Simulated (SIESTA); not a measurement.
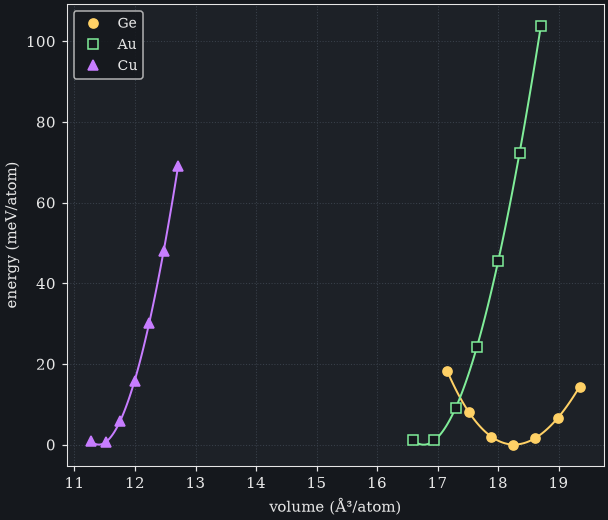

How it was computed, with SIESTA 5.4.2: DFT in numerical atomic orbitals with pseudopotentials, no spin polarisation; energies at scaled volumes of the given cell, shape and fractions fixed, counted from the fit's minimum, third-order Birch-Murnaghan fit. Level: LDA.

occupations Fermi–Dirac; smearing width 0.05 eV; potentials PseudoDojo 0.4 standard, converted to PSML, two zetas on semicore shells.

**Figure.** Energy against volume, with one curve for each element, for Au, Cu and Ge (all in space group Cmcm (No. 63)).

Settings that differ: Ge: k mesh 10×10×6; Au: k mesh 11×11×6; Cu: k mesh 11×11×11.

The fitted equilibrium volumes, smallest first, are Cu 11.403, Au 16.771, Ge 18.265 Å³/atom. The fitted bulk moduli, smallest first, are Ge 78.8, Cu 184.1, Au 187.2 GPa.

Note: mulliken charges of long orbitals; short basis over semicore shells (Au, Cu); spin-orbit coupling left out, heavy elements (Au); shape and atomic fractions are frozen while scaling, which makes layered, chain and framework solids too stiff.
